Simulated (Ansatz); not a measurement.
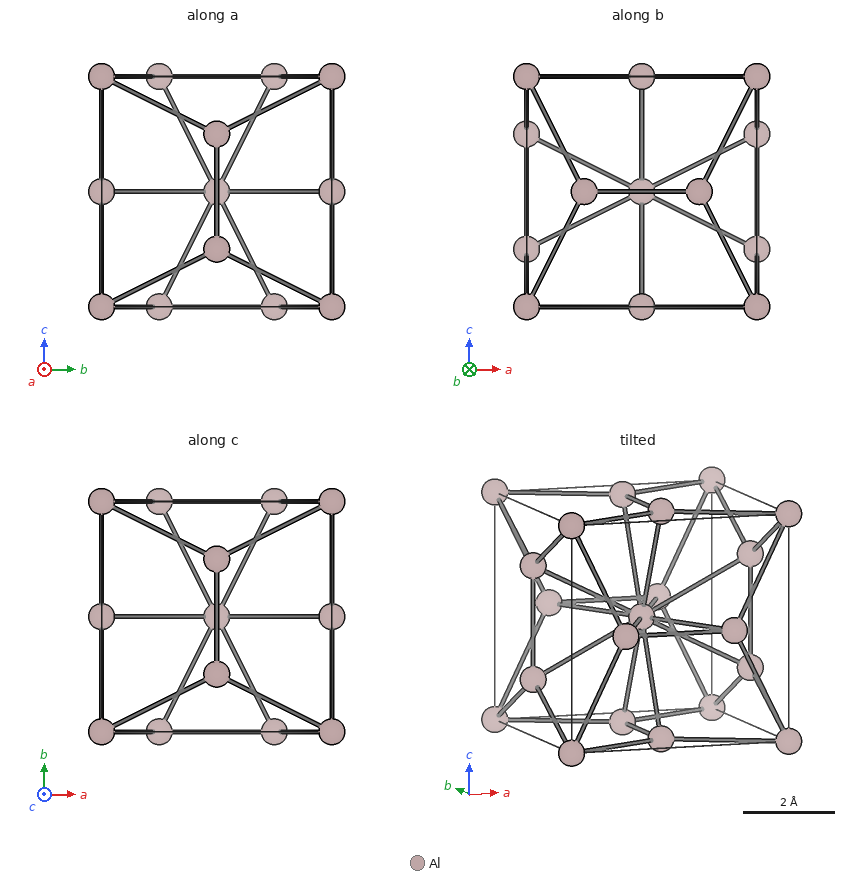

Shown here is a ball-and-stick view of the crystal, taken along the a axis, along the b axis, along the c axis and slightly off an axis. The outline marks the conventional unit cell.

Lattice parameters: a = 5.072 Å, b = 5.072 Å, c = 5.072 Å, α = 90.00°, β = 90.00°, γ = 90.00°.

### Set out the cell and atoms as a table of Wyckoff sites.

Space group Pm-3n (No. 223).
| atom | site | x | y | z |
| --- | --- | --- | --- | --- |
| Al | 2a | 0.0000 | 0.0000 | 0.0000 |
| Al | 6c | 0.2500 | 0.0000 | 0.5000 |

The initial geometry was a structure type filled with this element by a generator (whether the element takes this form wasn't checked). Earlier steps of the study may have refined or changed the cell and positions. A calculation with Ansatz used it as input.
